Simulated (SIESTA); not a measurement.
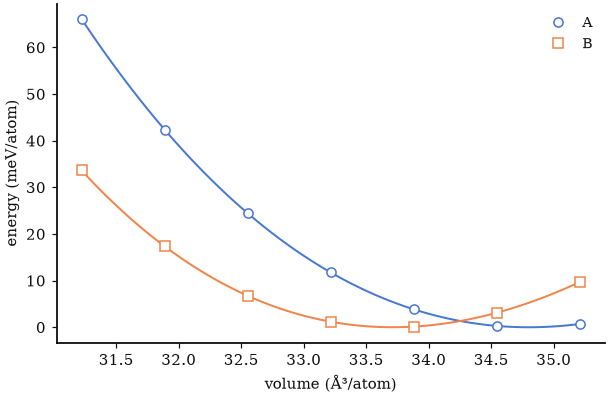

The figure compares two calculations of the energy against volume, each curve from its own zero. The first is for HgTe, space group F-43m (No. 216).

The cell holds 2 atoms.

Calculation (SIESTA 5.4.2): DFT in numerical atomic orbitals with pseudopotentials, no spin polarisation; energies at scaled volumes of the given cell, shape and fractions fixed, counted from the fit's minimum, third-order Birch-Murnaghan fit. Level: PBEsol.

| setting | value |
| --- | --- |
| k mesh | 7×7×7 |
| occupations | Fermi–Dirac |
| smearing width | 0.05 eV |
| potentials | PseudoDojo 0.4 standard, converted to PSML, two zetas on semicore shells |
| program settings | basis DZP, mesh cutoff 800 Ry |

In the second, the level changes from PBEsol to LDA.

Which of A and B is the second calculation, and what did the change do?

Answer. B. The equilibrium volume falls from 34.80 to 33.71 Å³/atom (−3.1 %) and the bulk modulus rises from 48.4 to 50.7 GPa (+4.8 %).

For both, limits of the calculation: mulliken charges of long orbitals; short basis over semicore shells; spin-orbit coupling left out, heavy elements; valence orbitals made in semicore potential.

V0 and the bulk modulus come from third-order Birch–Murnaghan fits.
